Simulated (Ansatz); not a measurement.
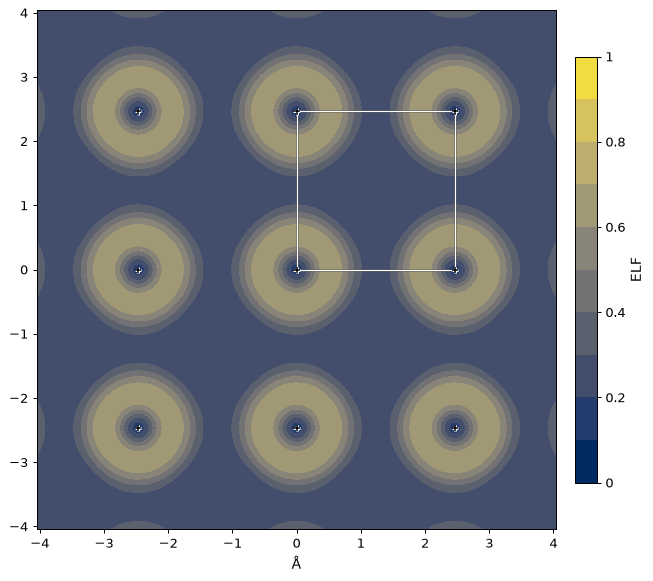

The ELF on a plane through atoms (crosses mark nuclei in the plane).

These are results of Ansatz 0.2.0, DFT, LDA (PW92), plane waves (420 eV) with PAW, scalar-relativistic, not measurements.

Candidates:
A. Ru, a = 2.46 Å, b = 2.46 Å, c = 2.46 Å, α = 90.00°, β = 90.00°, γ = 90.00°. Space group Pm-3m; set up as Ru, simple cubic; a generated structure, not necessarily the stable one; changed on purpose from its base cell (volume × 1.0); computed without spin polarisation.
B. Sb, a = 3.00 Å, b = 3.00 Å, c = 3.00 Å, α = 90.00°, β = 90.00°, γ = 90.00°. Space group Pm-3m; set up as Sb, simple cubic; a generated structure, not necessarily the stable one; changed on purpose from its base cell (volume × 0.96); computed pressure about 3 GPa in this cell; computed without spin polarisation.
C. Ca, a = 3.23 Å, b = 3.23 Å, c = 3.23 Å, α = 90.00°, β = 90.00°, γ = 90.00°. Space group Pm-3m; set up as Ca, simple cubic; a generated structure, not necessarily the stable one; changed on purpose from its base cell (volume × 0.88).

Question: Which candidate gave the map?

Answer: Candidate A: Ru on the (100) plane of the conventional cell, which holds Ru. Ru–Ru (2.46 Å): the ELF is about 0.25 at the midpoint; no shared electron pair shows on this line.
